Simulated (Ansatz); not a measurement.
## Transmission past a defect: Ta wire along [111], 3 atoms a period, W in place of one Ta

What does the defect do to the conductance?

Method: DFT PBE, plane waves, PAW; relaxation of a wire's period, in the first sound run; inputs show where later runs differ, in Ansatz 0.2.0.

## Step 1: Set-up

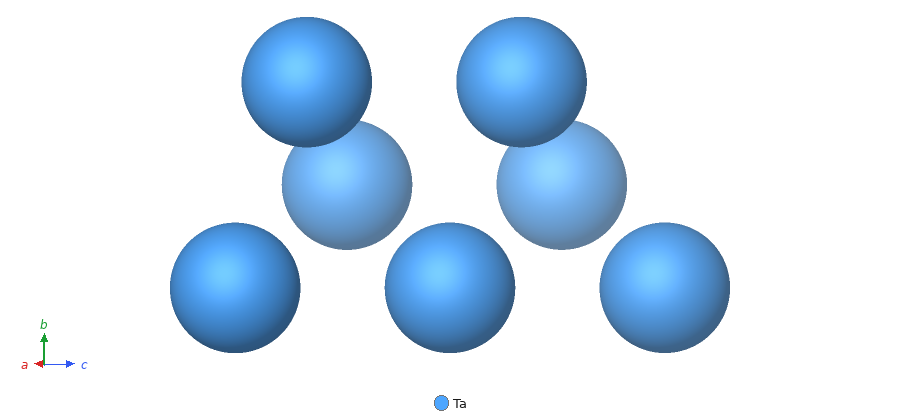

Start, viewed from the side, with the c axis across the page; tantalum blue. 1×1×2 cells are drawn. Some periodic images of atoms are drawn too.

The cell holds 3 atoms: 3 Ta. Its edges and angles: a = 9.148 Å, b = 9.511 Å, c = 2.875 Å, α = 90.0°, β = 90.0°, γ = 90.0°. Vacuum lies along a and b. The structure's axis is c.

## Step 2: Relaxing the period

Band widths follow the bond lengths, so the wire is relaxed first. The atoms and the third cell vector are free; the box across stays fixed as vacuum. A Fermi-Dirac smearing is set since the result may be a metal. The pressure printed is a third of the stress's trace over the whole box, vacuum included; only the stress along the axis is relaxed.

Input file input.yaml:

```yaml
crystal:
  lattice:
    - [9.148, 0.0, 0.0]
    - [0.0, 9.511, 0.0]
    - [0.0, 0.0, 2.8752043406]
  atoms:
    - { symbol: Ta, position: [0.371665938, 0.357480812, 0.0] }
    - { symbol: Ta, position: [0.371665938, 0.642494864, 0.333333333] }
    - { symbol: Ta, position: [0.628289737, 0.499987838, 0.666666667] }
kpoints:
  mp_grid: { grid: [1, 1, 28] }
scf:
  occupations: { method: fermi_dirac, width: 0.05 }
hamiltonian:
  xc: pbe
relax:
  cell: { fix: [a, b, alpha, beta, gamma] }
  max_steps: 60
```

Command:

```console
$ ansatz run input.yaml --threads 4 --pin off --max-ram 16384MiB --backend cpu --events-out ev --progress --plain --runs-dir out
```

Numbers of over 12 decimals in the logs are rounded to 6 here.

Log:

```text
Engine: ansatz 0.2.0, aarch64-unknown-linux-gnu
Pseudopotentials: kind: paw
Pseudopotential: Ta, paw, valence charge 13, recommended cutoff 420 eV (normal), Ta.paw.azcp
Functional definition: PBE
  parameter kappa = 0.804
  parameter beta = 0.066725
  exchange = pbe_x(kappa = kappa, mu = beta*pi^2/3)
  correlation = pbe_c(beta = beta)
Crystal: 3 atoms, lattice volume = 250.162 Å³
Basis set: ecut = 420 eV, 4893 PW (Γ), exchange–correlation on 128×128×40 points (8 copies of the dense FFT grid, shifted against one another)
Bands: 24, of which v1, the nominal top of the filled ones, is band 20 counted from 1 (19 counted from 0)
Symmetry: 2 space group operations
Space group: P2 (ITA 3), of the structure as read, at distance tolerance 6.3e-5 Å
k-points: 15 of 28
Non-local potential: Ta, projectors of the file, l = 0: 3, l = 1: 2, l = 2: 2, l = 3: 1
PAW form: soft (Blöchl's): semilocal exchange-correlation on the pseudo side does not see the compensation charge
PAW one-centre angular grid: Ta, 590 points (default); XC on 64 Gauss nodes
Initial density: superposition of atomic densities (neutral atoms: chi_scale 0, normalization atom), corrected by the library's trained network
Initial wavefunctions: pseudopotential atomic-orbital guess
Functional: x = pbe(κ = 0.804, μ = 0.219515), c = pbe(β = 0.066725)
SCF iter   1: F=—  HF=-29787.942433 eV  |F-HF|=—  |Δ(HF+E_count)|=         —  Δρ=7.38e-3  dr2=3.55e-1  ethr=1.77e-3  ⟨swp⟩=6.5  Hψ=1601  notcnv=0
preconditioner: auto → LDOS  [metal: Δε(μ)=0.005 eV  Ē_g=2.399 eV  σ=0.050 eV  W_gap=0.02  n_scr=26 (ndim 8)  ℏωp=9.1 eV  f_vac=0.516  D(μ)=5.44/eV (n_scr^D=26)  β→1.0]
SCF iter   2: F=—  HF=-29787.889553 eV  |F-HF|=—  |Δ(HF+E_count)|=   5.29e-2  Δρ=4.63e-3  dr2=7.45e-2  ethr=9.11e-4  ⟨swp⟩=3.0  Hψ=668  notcnv=0
SCF iter   3: F=—  HF=-29787.881497 eV  |F-HF|=—  |Δ(HF+E_count)|=   8.06e-3  Δρ=9.50e-4  dr2=1.43e-2  ethr=1.91e-4  ⟨swp⟩=2.6  Hψ=549  notcnv=0
SCF iter   4: F=—  HF=-29787.880302 eV  |F-HF|=—  |Δ(HF+E_count)|=   1.20e-3  Δρ=5.69e-4  dr2=1.65e-3  ethr=3.66e-5  ⟨swp⟩=2.1  Hψ=495  notcnv=0
SCF iter   5: F=—  HF=-29787.879949 eV  |F-HF|=—  |Δ(HF+E_count)|=   3.53e-4  Δρ=1.48e-4  dr2=1.06e-4  ethr=4.22e-6  ⟨swp⟩=2.1  Hψ=538  notcnv=0
SCF iter   6: F=—  HF=-29787.879995 eV  |F-HF|=—  |Δ(HF+E_count)|=   4.62e-5  Δρ=5.19e-5  dr2=1.05e-5  ethr=2.72e-7  ⟨swp⟩=2.0  Hψ=484  notcnv=0
SCF iter   7: F=—  HF=-29787.880089 eV  |F-HF|=—  |Δ(HF+E_count)|=   9.42e-5  Δρ=1.37e-5  dr2=6.30e-7  ethr=2.70e-8  ⟨swp⟩=2.0  Hψ=489  notcnv=0
SCF iter   8: F=—  HF=-29787.880090 eV  |F-HF|=—  |Δ(HF+E_count)|=   6.57e-7  Δρ=5.15e-6  dr2=1.53e-7  ethr=2.56e-10  ⟨swp⟩=5.7  Hψ=1458  notcnv=0
SCF iter   9: F=-29787.880090 eV  HF=-29787.880090 eV  |F-HF|=2.91e-9  |Δ(HF+E_count)|=   1.37e-8  Δρ=1.38e-6  dr2=8.66e-9  ethr=2.56e-10  ⟨swp⟩=4.7  Hψ=1245  notcnv=0
SCF 1 converged in 9 iterations: F = -29787.880090 eV  dr2 = 8.66e-9
  greatest PAW one-centre occupation: 0.999 electrons in one spin orbital (limit 2), on the Ta atom at site 2 (counted from 0), in its partial waves of l = 0
relax step   1: F+E_penalty+E_count = -29787.88008995 eV  Δ(F+E_penalty+E_count) = +0.000e0 eV  max|allowed force component| = 3.226e0 eV/Å  Δτ_max = 0.0000 Å  P = -5.803 GPa  Ω = 250.162 Å³  fix = [a, b, alpha, beta, gamma]  reactions: a -4.798, b -4.707 GPa; alpha -0.005 GPa/rad  (9 SCF iters, dr2 threshold 1.00e-7 eV, accepted)
Crystal: 3 atoms, lattice volume = 244.646 Å³
Basis set: ecut = 420 eV, 4789 PW (Γ), exchange–correlation on 128×128×40 points (8 copies of the dense FFT grid, shifted against one another)
Initial density: handed on by an earlier stage of this run
Initial wavefunctions: those handed on with the density
SCF iter   1: F=—  HF=-29789.523943 eV  |F-HF|=—  |Δ(HF+E_count)|=         —  Δρ=1.86e-2  dr2=2.14e0  ethr=3.10e-3  ⟨swp⟩=10.1  Hψ=2158  notcnv=0
preconditioner: auto → LDOS  [metal: Δε(μ)=0.031 eV  Ē_g=3.105 eV  σ=0.050 eV  W_gap=0.15  n_scr=26 (ndim 8)  ℏωp=9.2 eV  f_vac=0.564  D(μ)=5.08/eV (n_scr^D=24)  β→1.0]
SCF iter   2: F=—  HF=-29789.703326 eV  |F-HF|=—  |Δ(HF+E_count)|=   1.79e-1  Δρ=1.75e-2  dr2=3.24e0  ethr=3.10e-3  ⟨swp⟩=4.0  Hψ=899  notcnv=0
SCF iter   3: F=—  HF=-29789.144356 eV  |F-HF|=—  |Δ(HF+E_count)|=   5.59e-1  Δρ=2.24e-3  dr2=1.50e-2  ethr=3.10e-3  ⟨swp⟩=3.1  Hψ=658  notcnv=0
SCF iter   4: F=—  HF=-29789.148468 eV  |F-HF|=—  |Δ(HF+E_count)|=   4.11e-3  Δρ=6.03e-4  dr2=9.77e-4  ethr=3.85e-5  ⟨swp⟩=2.7  Hψ=853  notcnv=0
SCF iter   5: F=—  HF=-29789.149227 eV  |F-HF|=—  |Δ(HF+E_count)|=   7.59e-4  Δρ=1.99e-4  dr2=2.27e-4  ethr=2.50e-6  ⟨swp⟩=2.6  Hψ=645  notcnv=0
SCF iter   6: F=—  HF=-29789.149352 eV  |F-HF|=—  |Δ(HF+E_count)|=   1.24e-4  Δρ=4.45e-5  dr2=1.44e-5  ethr=5.81e-7  ⟨swp⟩=2.0  Hψ=477  notcnv=0
SCF iter   7: F=—  HF=-29789.149356 eV  |F-HF|=—  |Δ(HF+E_count)|=   4.84e-6  Δρ=2.13e-5  dr2=3.21e-6  ethr=3.70e-8  ⟨swp⟩=2.1  Hψ=506  notcnv=0
SCF iter   8: F=-29789.149356 eV  HF=-29789.149356 eV  |F-HF|=9.00e-8  |Δ(HF+E_count)|=   2.78e-7  Δρ=5.94e-6  dr2=2.98e-7  ethr=7.69e-10  ⟨swp⟩=4.2  Hψ=1584  notcnv=0
SCF 2 converged in 8 iterations: F = -29789.149356 eV  dr2 = 2.98e-7
  greatest PAW one-centre occupation: 1.000 electrons in one spin orbital (limit 2), on the Ta atom at site 2 (counted from 0), in its partial waves of l = 0
relax step   2: F+E_penalty+E_count = -29789.14935601 eV  Δ(F+E_penalty+E_count) = -1.269e0 eV  max|allowed force component| = 1.314e-1 eV/Å  Δτ_max = 0.1939 Å  P = -0.422 GPa  Ω = 244.646 Å³  energy of the carried Pulay correction = +3.432e-4 eV  fix = [a, b, alpha, beta, gamma]  reactions: a +0.278, b +0.205 GPa; alpha -0.030 GPa/rad  (8 SCF iters, dr2 threshold 3.00e-7 eV, accepted)
Crystal: 3 atoms, lattice volume = 237.925 Å³
Basis set: ecut = 420 eV, 4665 PW (Γ), exchange–correlation on 128×128×40 points (8 copies of the dense FFT grid, shifted against one another)
iter 1 solved again at ethr=1.14e-4 eV; its pass at ethr=3.10e-3 eV (dr2=4.44e-2 eV) is discarded
SCF iter   1: F=—  HF=-29789.225367 eV  |F-HF|=—  |Δ(HF+E_count)|=         —  Δρ=4.12e-3  dr2=4.70e-2  ethr=1.14e-4  ⟨swp⟩=1.8  Hψ=2511  notcnv=0
preconditioner: auto → LDOS  [metal: Δε(μ)=0.041 eV  Ē_g=2.904 eV  σ=0.050 eV  W_gap=0.20  n_scr=26 (ndim 8)  ℏωp=9.3 eV  f_vac=0.552  D(μ)=6.25/eV (n_scr^D=36)  β→1.0]
SCF iter   2: F=—  HF=-29789.219109 eV  |F-HF|=—  |Δ(HF+E_count)|=   6.26e-3  Δρ=2.62e-3  dr2=3.65e-2  ethr=1.14e-4  ⟨swp⟩=2.5  Hψ=665  notcnv=0
SCF iter   3: F=—  HF=-29789.211581 eV  |F-HF|=—  |Δ(HF+E_count)|=   7.53e-3  Δρ=6.49e-4  dr2=2.18e-3  ethr=9.36e-5  ⟨swp⟩=2.4  Hψ=610  notcnv=0
SCF iter   4: F=—  HF=-29789.211228 eV  |F-HF|=—  |Δ(HF+E_count)|=   3.52e-4  Δρ=1.95e-4  dr2=5.51e-4  ethr=5.60e-6  ⟨swp⟩=2.1  Hψ=604  notcnv=0
SCF iter   5: F=—  HF=-29789.211170 eV  |F-HF|=—  |Δ(HF+E_count)|=   5.87e-5  Δρ=7.29e-5  dr2=6.74e-5  ethr=1.41e-6  ⟨swp⟩=1.7  Hψ=400  notcnv=0
SCF iter   6: F=—  HF=-29789.211247 eV  |F-HF|=—  |Δ(HF+E_count)|=   7.71e-5  Δρ=2.23e-5  dr2=3.94e-6  ethr=1.73e-7  ⟨swp⟩=2.0  Hψ=478  notcnv=0
SCF iter   7: F=—  HF=-29789.211247 eV  |F-HF|=—  |Δ(HF+E_count)|=   1.23e-7  Δρ=8.10e-6  dr2=4.05e-7  ethr=1.01e-8  ⟨swp⟩=2.0  Hψ=478  notcnv=0
SCF iter   8: F=-29789.211247 eV  HF=-29789.211247 eV  |F-HF|=3.69e-9  |Δ(HF+E_count)|=   7.29e-8  Δρ=2.41e-6  dr2=2.59e-8  ethr=7.69e-10  ⟨swp⟩=5.3  Hψ=1391  notcnv=0
SCF 3 converged in 8 iterations: F = -29789.211247 eV  dr2 = 2.59e-8
relax step   3: F+E_penalty+E_count = -29789.21124664 eV  Δ(F+E_penalty+E_count) = -6.189e-2 eV  max|allowed force component| = 6.089e-2 eV/Å  Δτ_max = 0.0282 Å  P = -0.310 GPa  Ω = 237.925 Å³  energy of the carried Pulay correction = +7.718e-4 eV  fix = [a, b, alpha, beta, gamma]  reactions: a +0.027, b +0.017 GPa; alpha -0.039 GPa/rad  (8 SCF iters, dr2 threshold 3.00e-7 eV, accepted)
[...]
relax step   4: F+E_penalty+E_count = -29789.21618470 eV  Δ(F+E_penalty+E_count) = -4.938e-3 eV  max|allowed force component| = 7.516e-2 eV/Å  Δτ_max = 0.0148 Å  P = +0.438 GPa  Ω = 231.720 Å³  energy of the carried Pulay correction = +1.178e-3 eV  fix = [a, b, alpha, beta, gamma]  reactions: a +0.246, b +0.208 GPa; alpha -0.085 GPa/rad  (7 SCF iters, dr2 threshold 3.00e-7 eV, accepted)
[...]
relax step   5: F+E_penalty+E_count = -29789.22224247 eV  Δ(F+E_penalty+E_count) = -6.058e-3 eV  max|allowed force component| = 1.465e-2 eV/Å  Δτ_max = 0.0111 Å  P = +0.055 GPa  Ω = 234.578 Å³  energy of the carried Pulay correction = +9.898e-4 eV  fix = [a, b, alpha, beta, gamma]  reactions: a +0.115, b +0.130 GPa; alpha -0.029 GPa/rad  (7 SCF iters, dr2 threshold 3.00e-7 eV, accepted)
[...]
relax step   6: F+E_penalty+E_count = -29789.22233303 eV  Δ(F+E_penalty+E_count) = -9.056e-5 eV  max|allowed force component| = 1.476e-2 eV/Å  Δτ_max = 0.0085 Å  P = +0.065 GPa  Ω = 234.348 Å³  energy of the carried Pulay correction = +1.005e-3 eV  fix = [a, b, alpha, beta, gamma]  reactions: a +0.128, b +0.095 GPa; alpha -0.078 GPa/rad  (7 SCF iters, dr2 threshold 1.64e-8 eV, accepted)
[...]
relax step   7: F+E_penalty+E_count = -29789.22239549 eV  Δ(F+E_penalty+E_count) = -6.246e-5 eV  max|allowed force component| = 9.179e-3 eV/Å  Δτ_max = 0.0056 Å  P = +0.080 GPa  Ω = 234.274 Å³  energy of the carried Pulay correction = +1.010e-3 eV  fix = [a, b, alpha, beta, gamma]  reactions: a +0.132, b +0.110 GPa; alpha -0.038 GPa/rad  (7 SCF iters, dr2 threshold 1.36e-8 eV, accepted)
Basis set: ecut = 420 eV, 4613 PW (Γ), exchange–correlation on 128×128×36 points (8 copies of the dense FFT grid, shifted against one another)
Initial wavefunctions: pseudopotential atomic-orbital guess (no wavefunctions were taken with the density)
iter 1 solved again at ethr=2.94e-7 eV; its pass at ethr=3.10e-3 eV (dr2=1.15e-4 eV) is discarded
SCF iter   1: F=—  HF=-29789.221583 eV  |F-HF|=—  |Δ(HF+E_count)|=         —  Δρ=4.42e-5  dr2=4.92e-7  ethr=2.94e-7  ⟨swp⟩=4.3  Hψ=2835  notcnv=0
preconditioner: auto → LDOS  [metal: Δε(μ)=0.014 eV  Ē_g=2.933 eV  σ=0.050 eV  W_gap=0.07  n_scr=26 (ndim 8)  ℏωp=9.4 eV  f_vac=0.553  D(μ)=6.48/eV (n_scr^D=36)  β→1.0]
SCF iter   2: F=—  HF=-29789.221737 eV  |F-HF|=—  |Δ(HF+E_count)|=   1.54e-4  Δρ=3.43e-6  dr2=2.06e-8  ethr=1.26e-9  ⟨swp⟩=2.8  Hψ=743  notcnv=0
SCF iter   3: F=—  HF=-29789.221737 eV  |F-HF|=—  |Δ(HF+E_count)|=   6.16e-9  Δρ=1.10e-6  dr2=8.03e-9  ethr=5.29e-11  ⟨swp⟩=2.9  Hψ=783  notcnv=0
SCF iter   4: F=—  HF=-29789.221737 eV  |F-HF|=—  |Δ(HF+E_count)|=   1.39e-9  Δρ=2.86e-7  dr2=5.47e-10  ethr=2.06e-11  ⟨swp⟩=2.3  Hψ=595  notcnv=0
SCF iter   5: F=—  HF=-29789.221737 eV  |F-HF|=—  |Δ(HF+E_count)|=  6.91e-11  Δρ=8.47e-8  dr2=3.91e-11  ethr=1.40e-12  ⟨swp⟩=2.7  Hψ=625  notcnv=0
SCF iter   6: F=-29789.221737 eV  HF=-29789.221737 eV  |F-HF|=3.64e-12  |Δ(HF+E_count)|=  7.28e-12  Δρ=2.91e-8  dr2=9.60e-12  ethr=1.00e-12  ⟨swp⟩=6.6  Hψ=1711  notcnv=0
SCF 8 converged in 6 iterations: F = -29789.221737 eV  dr2 = 9.60e-12
relax step   8: F+E_penalty+E_count = -29789.22173740 eV  Δ(F+E_penalty+E_count) = +6.581e-4 eV  max|allowed force component| = 9.181e-3 eV/Å  Δτ_max = 0.0000 Å  P = +0.078 GPa  Ω = 234.274 Å³  fix = [a, b, alpha, beta, gamma]  reactions: a +0.131, b +0.109 GPa; alpha -0.038 GPa/rad  stress off target by 6.42e-3 GPa on what of the cell is left free  SCF on the basis re-selected at this cell (its energy is not comparable with the rows above)  (6 SCF iters)
basis re-selected at this cell: Δ(F+E_penalty+E_count) = +6.581e-4 eV, ΔP = -0.002 GPa vs the last step (what re-selecting the basis moved, of the pressure what is left beyond the Pulay correction that the steps carried, after the strain that the cell walked since its last selection, with what the two solves' SCF thresholds leave and, on support functions, any second-order correction that the steps lacked; it is no measure of the basis error at this ecutwfc). The dense FFT grid was sized anew with the basis: this SCF ran on 64×64×18 points, the steps before it on 64×64×20, so part of this shift can come from that change (see relax.cell in the input reference). [rest of the remark cut]
SCF converged after 6 iterations
Free energy (F): -29789.221737 eV
Harris-Foulkes:  -29789.221737 eV  (|F-HF|=3.64e-12)
Internal energy: -29789.170788 eV  (E = F + TS)
E sigma→0 (E₀):  -29789.196263 eV
Entropy (-TS):   -0.050949 eV (-16.983 meV/atom)
Fermi energy:    1.625983 eV
--- Per-component energies (eV) ---
  E_band       = -981.469581
  E_kinetic    = 1093.932873
  E_local      = -9510.138181  (includes V_loc(G=0)·N_el)
  E_nonlocal   = 50.996209
  E_hartree    = 4162.985188
  E_xc         = -648.894578
  E_vxc        = -603.419615  (∫ρ·V_xc dr)
  E_paw        = -25190.490402  (= ΣΔE_a)
  E_vpaw       = -338.811426  (= ΣTr[D̂ρ^β])
  E_aug_tail   = 0.000462  (compensation charges beyond the density's cutoff)
  E_ewald      = 252.437641
  E_smearing   = -0.050949  (= −TS)
  E_closure    = -0.000000  (closes the sum)
  Σ components = -29789.221737   (vs F -29789.221737, Δ=0.00e0)
--- Forces (eV/Å), atoms counted from 1 ---
  atom   1  Ta    -0.00311861     0.00473973     0.00918074
  atom   2  Ta    -0.00311861    -0.00473973    -0.00918074
  atom   3  Ta     0.00623490     0.00000000     0.00000000
  max |Σ_I F_I| component: 2.32e-6 eV/Å
--- Stress (GPa, compression-positive) ---
        0.131337       0.000000       0.000000
        0.000000       0.109416       0.037955
        0.000000       0.037955      -0.006425
  P = ⅓ Tr σ = 0.0781 GPa (0.781 kbar)
--- Relaxed structure (7 steps of the walk, 7 accepted, 1 SCFs on fresh bases) ---
  F+E_penalty+E_count = -29789.22173740 eV   max|allowed force component| = 9.181e-3 eV/Å   (the final SCF, on the basis selected at the relaxed cell)
  cell:  # Å, volume = 234.2736 Å³
    - [9.148, 0.0, 0.0]
    - [0.0, 9.511, 0]
    - [0.0, 0, 2.692594]
  atoms:
    - { symbol: Ta, position: [0.380367, 0.371990, 0.00088003] }
    - { symbol: Ta, position: [0.380367, 0.627985, 0.332453] }
    - { symbol: Ta, position: [0.610887, 0.499987838, 0.666667] }
```

Run time: 16 s. Hardware: 4 threads of Arm Neoverse V1, shared host; peak memory 0.49 GiB; 61 s of CPU time.

The steps of the relaxation:

```tsv
step	energy less that of the first step (eV)	largest force component (eV/Å)	pressure (GPa)	volume (Å³)
1	0.0000	3.2258	-5.80	250.16
2	-1.2693	0.1314	-0.42	244.65
3	-1.3312	0.0609	-0.31	237.93
4	-1.3361	0.0752	0.44	231.72
5	-1.3422	0.0147	0.05	234.58
6	-1.3422	0.0148	0.06	234.35
7	-1.3423	0.0092	0.08	234.27
8*	-1.3416	0.0092	0.08	234.27
```

Relaxation steps marked * repeat the geometry before them on a plane-wave basis chosen anew for their cell, so energy and pressure can jump there.

Forces are held to the 2 operations that the run works with; a distortion that breaks them can't arise in this run.

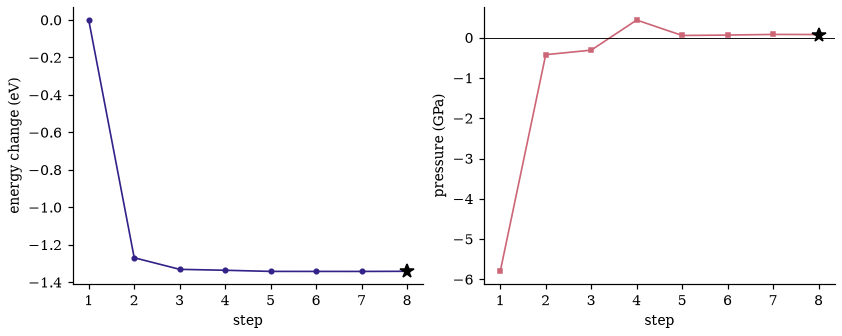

Energy and pressure along the relaxation. Stars mark steps on a basis chosen anew.

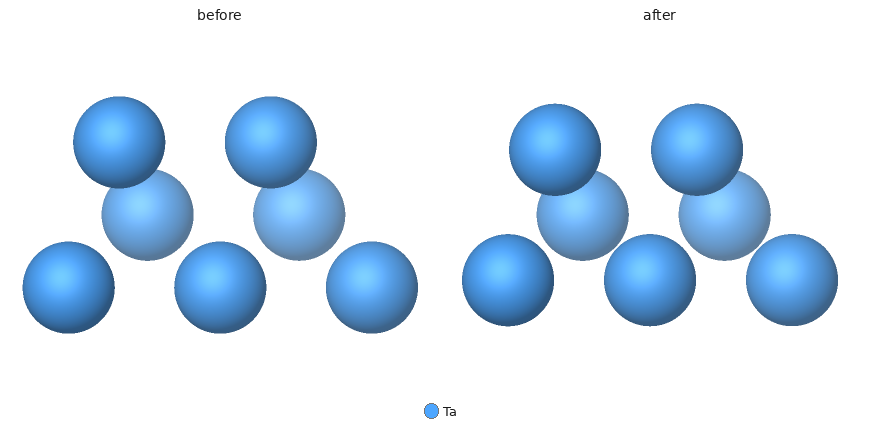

The structure before and after the relaxation, drawn at the same scale.

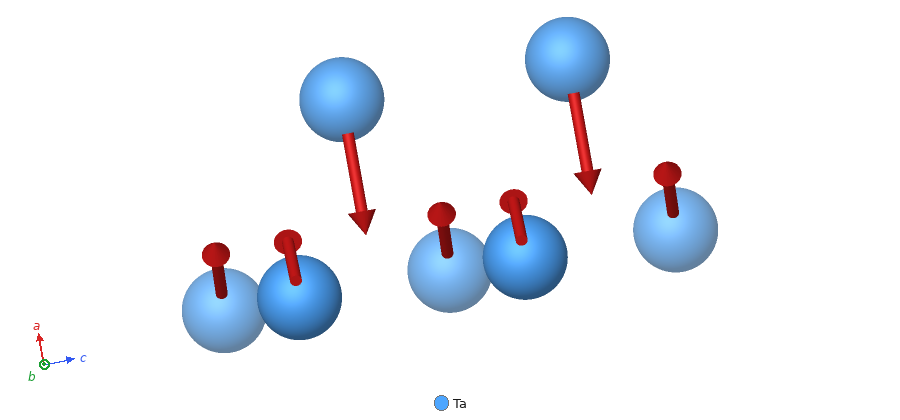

Displacements in the relaxation, exaggerated, measured against the changing cell; the longest in the cell stands for 0.16 Å. 1×1×2 cells are drawn. Some periodic images of atoms are drawn too.

```tsv
cell as run	before	after	change
c (Å)	2.875	2.693	-6.4 %
```

The atoms that moved most (Å, along periodic axes as changes of fractional coordinates times the final cell, across vacuum about the mean position):

```tsv
atom	dx	dy	dz	length
Ta1	0.080	0.138	0.002	0.159
Ta2	0.080	-0.138	-0.002	0.159
Ta3	-0.159	0.000	0.000	0.159
```

The relaxed structure:

```xyz
3
Lattice="9.1480 0.0000 0.0000 0.0000 9.5110 0.0000 0.0000 0.0000 2.6926" Properties=species:S:1:pos:R:3
Ta    3.4796    3.5380    0.0024
Ta    3.4796    5.9728    0.8952
Ta    5.5884    4.7554    1.7951
```

This step gave:

| Property | Result |
| --- | --- |
| energy at zero smearing | -29789.1963 eV |
| cell length along the wire | 2.693 Å |

The cell's length comes to 2.693 Å with spin left out.

[end of part 1 of 4]

[Logs are printed without paths, hosts, clocks, repeated set-up lines and the standing remarks that a program may print on its own settings, such as how far it seeks lower states.]

[Hosts, paths, dates, database ids (printed as entryN), source tags and the programs' standing remarks are cut or masked in the printed files.]
